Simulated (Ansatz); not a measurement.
**Density-of-states calculation, with input and output: HfO$_{2}$ (part 2 of 2)**

The same run, continued: HfO$_{2}$ (P2₁, 18 atoms in the cell); DFT PBE, scalar-relativistic, plane waves, PAW, no spin polarisation (Ansatz 0.2.0); cutoff 420 eV, 3×3×3 k-mesh, Gaussian smearing of 0.02 eV. The structure was built on a prototype by a generator; it need not be a known phase. It belongs to a series of runs on one base structure; here: the last frame of the dynamics, relaxed.

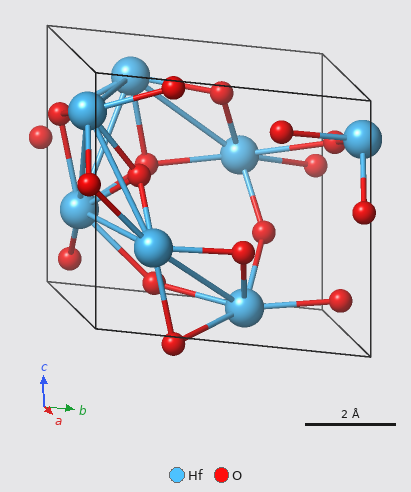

The input geometry (ball-and-stick view of the cell of the calculation, seen slightly off an axis). An atom can appear more than once, as a periodic image.

**Output, continued**
```
  k-point 2: bands = ["-47.4204", "-47.4190", "-47.2817", "-47.2690", "-47.1604", "-47.1387", "-16.4232", "-16.3995", "-16.2851", "-16.2619", "-16.2372", "-16.2230", "-16.1167", "-16.1066", "-16.0947", "-16.0231", "-16.0043", "-15.9630", "-15.9308", "-15.8763", "-15.8500", "-15.8351", "-15.8095", "-15.7484", "-4.6559", "-3.7783", "-3.6953", "-3.4147", "-3.2987", "-3.1411", "-3.0444", "-2.9414", "-2.8494", "-2.7305", "-2.6056", "-2.4710", "2.6614", "2.6641", "2.6646", "2.6702", "2.6893", "2.6934", "2.6958", "2.7023", "2.7072", "2.7099", "2.7143", "2.7218", "2.7405", "2.7430", "2.8169", "2.8173", "2.8268", "2.8285", "2.8522", "2.8574", "2.8616", "2.8631", "2.8734", "2.8773", "2.8913", "2.8954", "2.8977", "2.9061", "2.9565", "2.9584", "2.9668", "2.9745", "2.9768", "2.9820", "2.9895", "2.9926", "2.9970", "2.9991", "3.0195", "3.0247", "3.0578", "3.0648", "7.9420", "8.3625", "8.8002", "8.8822", "9.0091", "9.1684", "9.2072", "9.3199", "9.4291", "9.5048", "9.7130", "9.8039", "9.9943", "10.1846", "10.4188", "10.5670", "10.7561", "10.8415", "10.9701", "11.0803", "11.1835", "11.3242", "11.3510", "11.4341", "11.6836", "11.7833", "11.8932", "12.0441", "12.1322", "12.2269", "12.4644", "12.5570", "12.5991", "12.6951", "13.0408", "13.2269", "17.1531", "17.6436", "17.9559", "18.1820", "18.3551", "18.5616", "18.7665", "18.9755", "19.1373"]
  k-point 13: bands = ["-47.4198", "-47.4195", "-47.2782", "-47.2721", "-47.1554", "-47.1443", "-16.3754", "-16.3408", "-16.3106", "-16.2653", "-16.2362", "-16.1985", "-16.1548", "-16.0930", "-16.0870", "-16.0554", "-16.0181", "-15.9708", "-15.9341", "-15.9035", "-15.8566", "-15.8385", "-15.7966", "-15.7667", "-4.1352", "-3.8951", "-3.6937", "-3.5484", "-3.2856", "-3.1966", "-3.0720", "-2.9651", "-2.9268", "-2.8603", "-2.5970", "-2.5138", "2.6600", "2.6634", "2.6684", "2.6692", "2.6903", "2.6912", "2.6943", "2.6962", "2.7057", "2.7104", "2.7194", "2.7246", "2.7407", "2.7435", "2.8194", "2.8204", "2.8272", "2.8285", "2.8519", "2.8545", "2.8606", "2.8636", "2.8788", "2.8802", "2.8904", "2.8926", "2.8979", "2.9027", "2.9569", "2.9604", "2.9653", "2.9707", "2.9778", "2.9828", "2.9904", "2.9937", "3.0006", "3.0017", "3.0230", "3.0301", "3.0527", "3.0571", "8.1868", "8.2973", "8.6421", "8.7759", "8.9877", "9.0856", "9.1753", "9.4294", "9.5499", "9.6598", "9.7335", "9.7946", "9.9746", "10.0857", "10.3167", "10.3698", "10.5064", "10.6442", "10.9679", "11.0782", "11.1618", "11.4407", "11.5221", "11.6837", "11.7532", "11.9337", "11.9950", "12.1156", "12.1554", "12.2925", "12.4735", "12.5215", "12.6744", "12.7581", "12.8673", "13.0087", "17.6052", "17.8442", "18.0228", "18.2436", "18.4895", "18.6026", "18.7527", "18.9984", "19.0988"]
--- Löwdin populations: 18 sites ---
  site symbol       q [e]
     0     Hf     24.6153
     1     Hf     24.6153
     2     Hf     24.5110
     3     Hf     24.6312
     4     Hf     24.6312
     5     Hf     24.5110
     6      O      6.6414
     7      O      6.6727
     8      O      6.6414
     9      O      6.6738
    10      O      6.6454
    11      O      6.6446
    12      O      6.6640
    13      O      6.6446
    14      O      6.6454
    15      O      6.6640
    16      O      6.6738
    17      O      6.6727
  spilling = 0.002637 (of n_electrons = 228.000000)
```

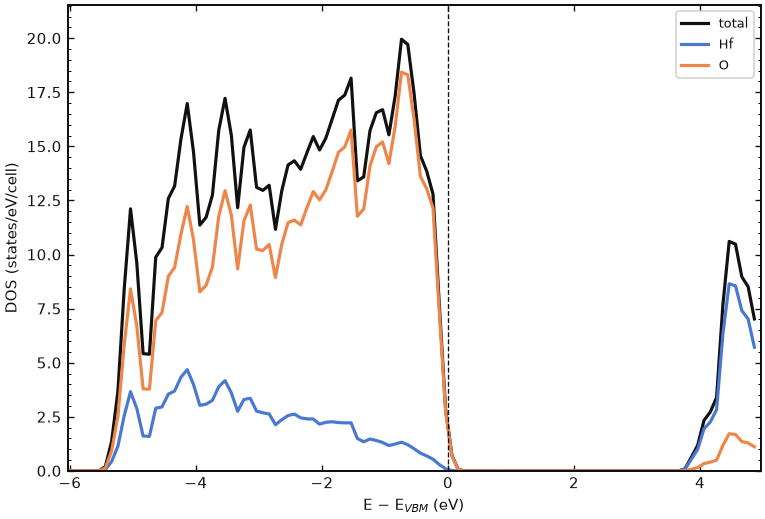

Density of states (projected on Löwdin-orthogonalised atomic shells), with energies from the valence-band top. There is a gap of 3.93 eV on the k-point mesh.

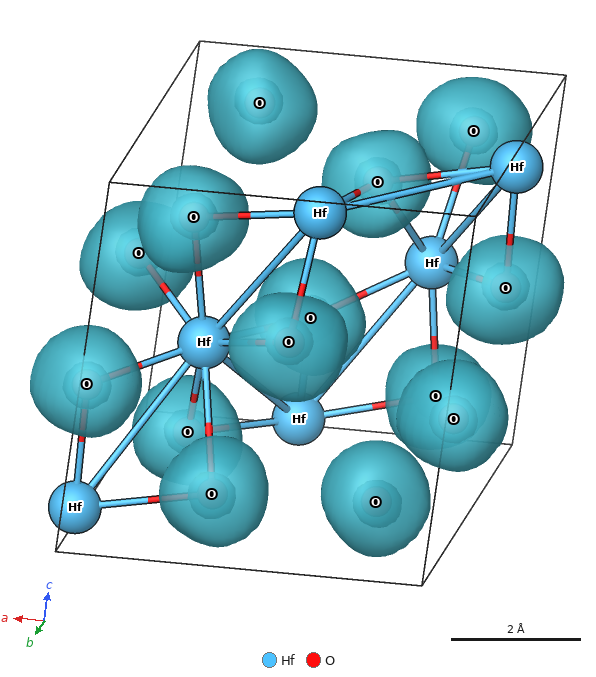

Isosurface of the ELF at 0.7 (cyan), seen at an oblique angle. Core shells and regions of very low density are left out. Sticks mark near contacts. The outline is the cell set on symmetry axes. Profiles from the grid: Hf–O (2.02 Å): the ELF peaks at about 0.80 in the valence shell of O, 0.6 Å from its nucleus, and drops to about 0.20 between the two atoms. Hf–Hf (3.18 Å): the ELF is about 0.15 at the midpoint. In a PAW calculation such maps are meaningful between the atoms, not at the nuclei.

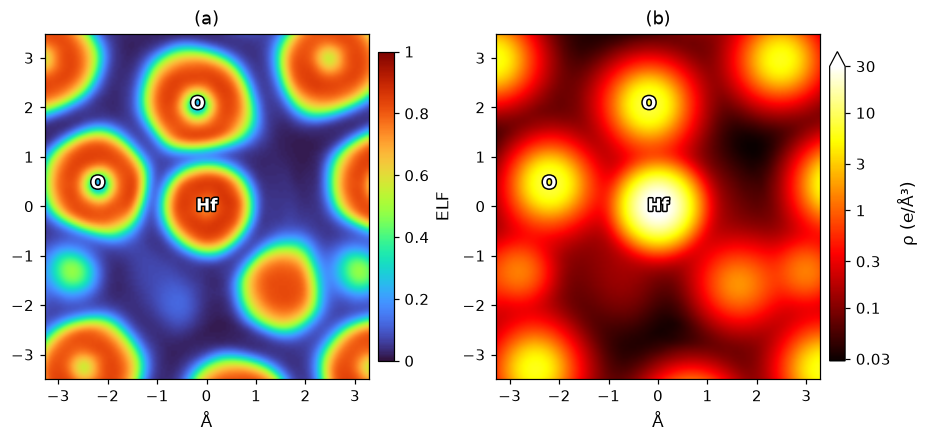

(a) electron localisation function; (b) valence electron density on the (010) plane of the conventional cell. Hf–O (2.07 Å): ρ at the midpoint is about 0.82 e/Å³; the ELF peaks at about 0.85 in the valence shell of O, 0.6 Å from its nucleus, and drops to about 0.20 between the two atoms. Hf–O (2.25 Å): ρ at the midpoint is about 0.5 e/Å³; the ELF peaks at about 0.85 in the valence shell of O, 0.6 Å from its nucleus, and drops to about 0.15 between the two atoms. Away from the nuclei the density in this plane falls to 0.03 e/Å³ at its lowest. The strong features right at Hf lie inside the PAW spheres (semicore, d or f shells) and say nothing about bonding.

This output came from the following input.

**Input file**
```yaml
crystal:
  lattice:
    - [5.902997, 0.002826, -0.002693]
    - [-0.00285, 6.327667, -0.427368]
    - [0.002834, -0.401591, 5.834622]
  atoms:
    - { symbol: Hf, position: [0.2662144822, 0.2560222202, 0.8797713587] }
    - { symbol: Hf, position: [0.766218047, 0.0114774407, 0.8084182953] }
    - { symbol: Hf, position: [0.6725250568, 0.5986567613, 0.0875292098] }
    - { symbol: Hf, position: [0.4168705806, 0.0434140842, 0.3632484252] }
    - { symbol: Hf, position: [0.916849685, 0.2240677157, 0.3249393575] }
    - { symbol: Hf, position: [0.1725199196, 0.6688325371, 0.6006136576] }
    - { symbol: O, position: [0.1696878382, 0.0516456131, 0.1263637958] }
    - { symbol: O, position: [0.0252196996, 0.971305284, 0.5647198417] }
    - { symbol: O, position: [0.6696832785, 0.2158477147, 0.5618135906] }
    - { symbol: O, position: [0.8689630998, 0.6985941809, 0.8210232386] }
    - { symbol: O, position: [0.4215254468, 0.9712919882, 0.7291542717] }
    - { symbol: O, position: [0.2024844278, 0.3249325516, 0.529958895] }
    - { symbol: O, position: [0.909167378, 0.5520941521, 0.3417423337] }
    - { symbol: O, position: [0.702495168, 0.9425437337, 0.1582260043] }
    - { symbol: O, position: [0.9215077433, 0.2962143455, 0.959027655] }
    - { symbol: O, position: [0.4091717512, 0.7153980459, 0.3464336226] }
    - { symbol: O, position: [0.3689624381, 0.5688979963, 0.8671354693] }
    - { symbol: O, position: [0.5252197691, 0.2961838193, 0.1234617351] }
basis:
  ecutwfc: 420
kpoints:
  mp_grid: { grid: [3, 3, 3] }
hamiltonian:
  xc: pbe
scf:
  occupations: { method: gaussian, width: 0.02 }
  n_extra_bands: 9
output:
  forces: true
  stress: true
  eigenvalues: true
  populations: true
  dos:
    method: { smearing: { sigma: 0.1, scheme: gaussian } }
    projected: true
    de: 0.02
  write_density: true
  write_potential: true
  elf: true
  volumetric_format: npy
```

Launched with:
```bash
ansatz run input.yaml --threads 2 --pin off --max-ram 5120MiB --backend cpu --events-out ev --progress --plain --runs-dir out
```

**Summary**

| quantity | value |
| --- | --- |
| outcome | converged |
| space group (tolerance 0.01 Å) | P2₁ (4) |
| electrons treated | 228 |
| free energy | −101167.2163 eV |
| Fermi energy | 15.190 eV |
| gap on the k-point mesh | 3.93 eV |
| pressure | 0.01 GPa |
| largest force (length of the vector) | 0.026 eV/Å |
| hardware | 2 threads of Intel Xeon @ 2.70GHz, 189 GiB of memory available, shared host |
| wall time | 35 s (CPU time 68 s) |
| peak memory | 0.77 GiB |

**Remarks**

Spin–orbit coupling is left out, which matters for Hf.
